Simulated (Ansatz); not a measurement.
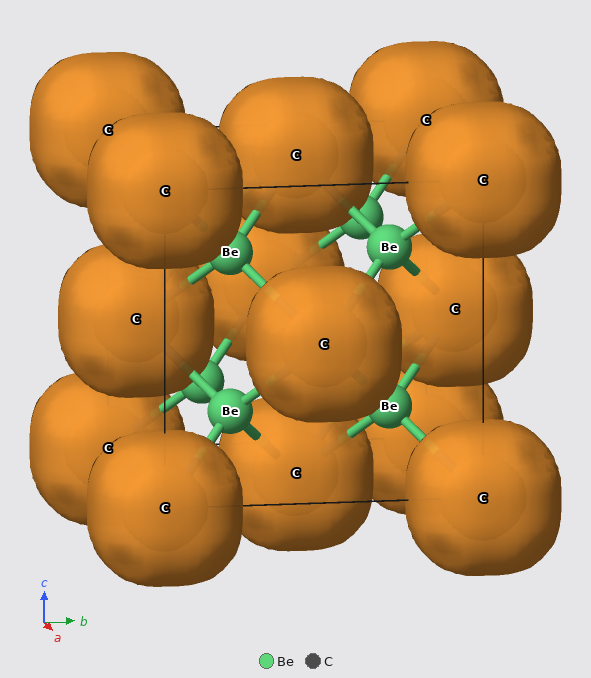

Be2C. Isosurface of the ELF at 0.7 (orange), seen slightly off an axis. Only the valence region is drawn (cores and ρ < 0.01 e/Å³ removed). Sticks mark near contacts.

Space group Fm-3m; changed on purpose from its base cell (volume × 0.88); computed pressure about 32 GPa in this cell.

The calculation used Ansatz, DFT PBE, scalar-relativistic, plane waves, PAW.

Core electrons are frozen (PAW), and the valence fields are smoothed inside the atomic spheres.

Input

```
crystal:
  lattice:
    - [0.0, 2.0739566159, 2.0739566159]
    - [2.0739566159, 0.0, 2.0739566159]
    - [2.0739566159, 2.0739566159, 0.0]
  atoms:
    - { symbol: Be, position: [0.25, 0.25, 0.25] }
    - { symbol: Be, position: [0.75, 0.75, 0.75] }
    - { symbol: C, position: [0.0, 0.0, 0.0] }
basis:
  ecutwfc: 420
kpoints:
  mp_grid: { grid: [12, 12, 12] }
hamiltonian:
  xc: pbe
scf:
  occupations: { method: gaussian, width: 0.02 }
output:
  forces: true
  stress: true
  eigenvalues: true
  write_density: true
  write_potential: true
  elf: true
  volumetric_format: npy
```

Launched as:

```sh
ansatz run input.yaml --threads 1 --pin off --max-ram 2560MiB --backend cpu --events-out ev --progress --plain --runs-dir out
```

Below, planes, directions and counts refer to the conventional cell (a = 4.15 Å, b = 4.15 Å, c = 4.15 Å, α = 90.00°, β = 90.00°, γ = 90.00°).

**What do the ELF domains correspond to?**

The surface consists of four regions wrapped around C (the valence shell of each), counted in one cell of 12 atoms. Any copies at cell faces, edges or corners count once. Along the contacts the grid gives the following. Be–C (1.80 Å): the ELF peaks at about 0.85 in the valence shell of C, 0.8 Å from its nucleus, and is about 0.80 at the midpoint.

**Does the calculation give a band gap?**

It is gapped, with a Kohn–Sham gap of 1.2 eV on the k-point mesh (the band edges may lie off the mesh, which would make the gap smaller).
